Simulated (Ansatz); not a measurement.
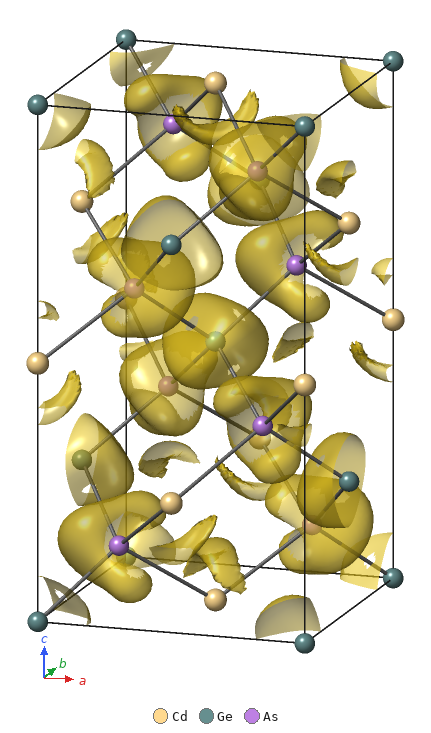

*CdGeAs2. Where the extra electron sits when 0.2 electron is added to the 8-atom cell of the calculation (uniform compensating background, atoms fixed); the change of density for each carrier, counted positive where the carrier is: yellow surfaces at +0.008, none at −0.008 1/Å³, in the conventional cell seen slightly off an axis (the regions close to the nuclei are left out). Cores are masked to 0.9 Å (Cd), 0.8 Å (Ge) and 0.8 Å (As).*

Space group I-42d; the calculation finds a residual pressure of about −3 GPa at this fixed cell. The cell comes from a database of computed structures, not from a measurement.

Level of theory: Ansatz 0.2.0, DFT LDA, scalar-relativistic, plane waves, PAW.

Core electrons are frozen (PAW), so the fields are smoothed inside the atomic spheres.

```
Cd Ge As
1.0
     0.00000   -5.97775    0.00000
     5.97775    0.00000    0.00000
     0.00000    0.00000   11.32859
Cd Ge As
4 4 8
Direct
  0.50000 0.50000 0.00000
  0.00000 0.00000 0.50000
  0.50000 0.00000 0.25000
  0.00000 0.50000 0.75000
  0.00000 0.50000 0.25000
  0.50000 0.00000 0.75000
  0.00000 0.00000 0.00000
  0.50000 0.50000 0.50000
  0.25000 0.72122 0.37500
  0.75000 0.22122 0.87500
  0.22122 0.25000 0.12500
  0.72122 0.75000 0.62500
  0.75000 0.27878 0.37500
  0.25000 0.77878 0.87500
  0.77878 0.75000 0.12500
  0.27878 0.25000 0.62500
```

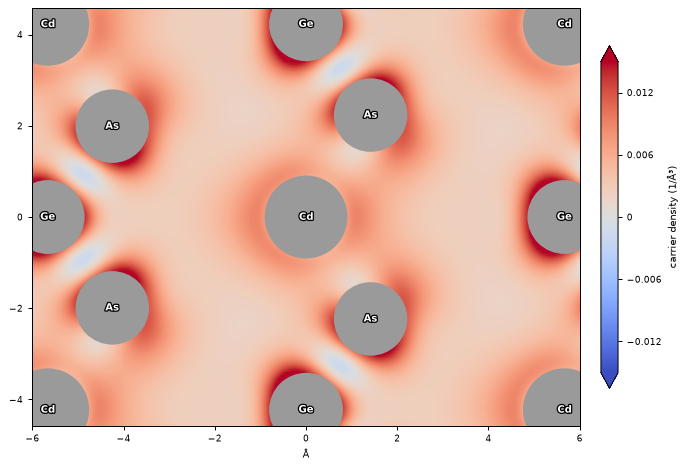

Also shown: a map on the (11̄0) plane of the conventional cell, with grey discs over the atomic cores.

Question: Where does the doped charge go?

Answer: Summed over atomic cells sized by the Bader volumes, the added electron divides as As about 55 %, Cd about 25 % and Ge about 20 %; these cells fill 25 % (Cd), 20 % (Ge) and 55 % (As) of the volume, so no element is strongly preferred. Over the whole cell, outside the cores, it is densest at the edge of the masked core of As. The counter-flow of charge adds up to under 0.1 e for each carrier. These are shares of the net change, screening included; the states that take the carrier can be more concentrated.
